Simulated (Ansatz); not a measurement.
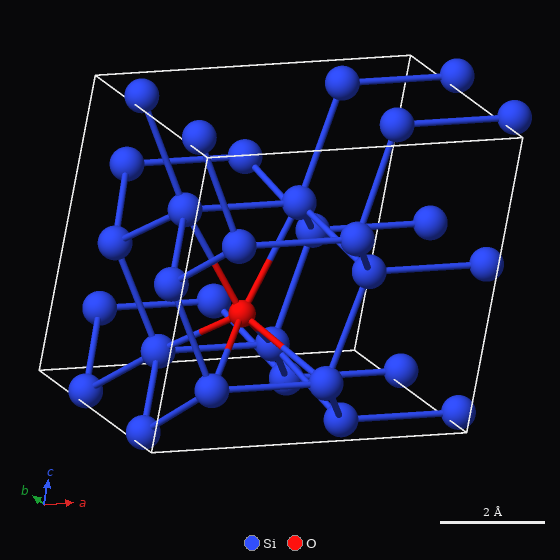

Structure drawing (ball-and-stick), viewed slightly off an axis. The lines enclose the supercell; boundary atoms appear with their images. The host is Si, in a cell of 16 sites, and the cell is neutral.

### Describe the defect.

An interstitial oxygen atom. It is bonded to six Si at about 2.4 Å.

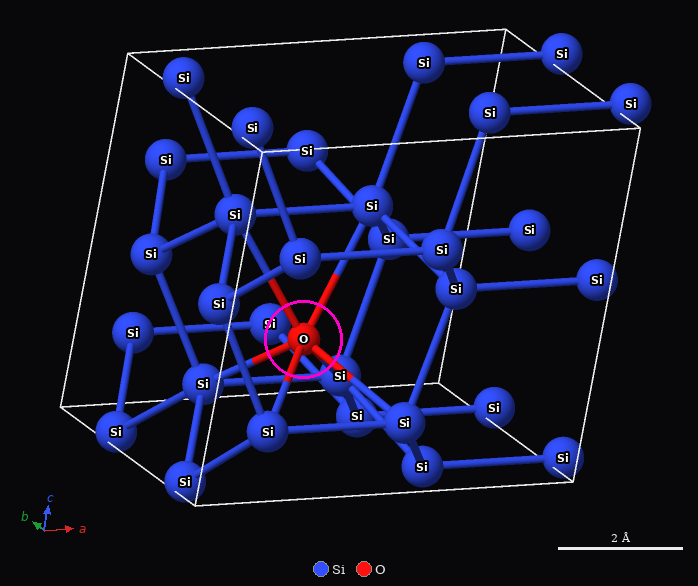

The same cell with a ring at the defect's site.

The atoms were relaxed in the host's cell with DFT PBE, scalar-relativistic, plane waves, PAW (Ansatz 0.2.0).
